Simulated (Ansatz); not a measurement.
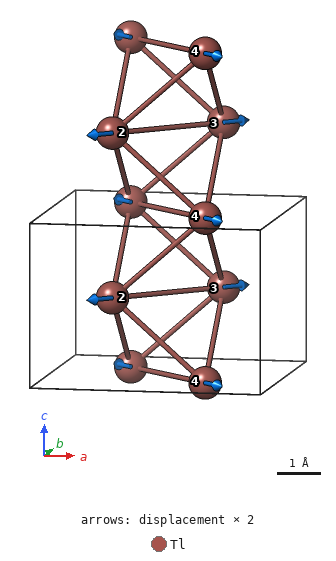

This is a relaxation of crystalline Tl (a generated structure, set up in P4_2/mcm) (coarse preliminary run). The starting structure is drawn; blue arrows show the displacements (the part carried along by the change of the cell is left out), magnified 2 times.

Style: ball-and-stick. Shown: the cell of the calculation, repeated 1 × 1 × 2 with one cell outlined, slightly off an axis.

All numbers below come from DFT PBE, scalar-relativistic, plane waves, PAW in Ansatz 0.2.0.

Input
```yaml
crystal:
  lattice:
    - [5.48735402, 0.0, 0.0]
    - [0.0, 5.48735402, 0.0]
    - [0.0, 0.0, 3.88570943]
  atoms:
    - { symbol: Tl, position: [0.29894384, 0.70105616, 0.0] }
    - { symbol: Tl, position: [0.29894384, 0.29894384, 0.5] }
    - { symbol: Tl, position: [0.70105616, 0.70105616, 0.5] }
    - { symbol: Tl, position: [0.70105616, 0.29894384, 0.0] }
basis:
  ecutwfc: 420
kpoints:
  mp_grid: { grid: [4, 4, 4] }
hamiltonian:
  xc: pbe
scf:
  occupations: { method: gaussian, width: 0.1 }
  lower_state_search: "off"
output:
  forces: true
  stress: true
  eigenvalues: true
relax:
  adjacent_minimum: "off"
  f_tol: 0.04
  max_steps: 70
  cell: { stress_tol: 0.4 }
```

Launched with:
```bash
ansatz run input.yaml --threads 1 --pin off --max-ram 2560MiB --backend cpu --events-out ev --progress --plain --runs-dir out
```

Q: Describe the change and its energy.

A: Over 5 accepted moves (6 points after the start) the energy falls by 477 meV per atom. The largest force component goes from 2.1 to 0.0026 eV/Å. The pressure goes from 11.00 to 0.04 GPa. At 1 point the geometry stayed and the basis and grid were re-selected for the new cell (energy shift of 0.7 meV per atom at most each time). The largest moves relative to the cell, 0.37 Å, are those of Tl1, Tl2, Tl3 and Tl4. Tl1 goes along [−1 1 0]. Cell: a = b 5.487 → 5.376 Å (−2.0 %), c 3.886 → 4.360 Å (+12.2 %). Volume +7.7 %. Near-neighbour distances that change, for instance: Tl1–Tl4 3.121 → 3.797 Å, Tl1–Tl2 2.940 → 3.459 Å, Tl1–Tl2 (another image) 3.813 → 3.464 Å. Bond angles that change, for instance: Tl2–Tl1–Tl2 82.7° → 78.2°, Tl2–Tl1–Tl3 115.9° → 113.4°, Tl2–Tl1–Tl3 64.1° → 66.6°. The space group (tolerance 0.01 Å) goes from P4_2/mcm (No. 132) to I4/mmm (No. 139).

Limits of the set-up: the k-point mesh is coarse for a cell with partly filled bands.
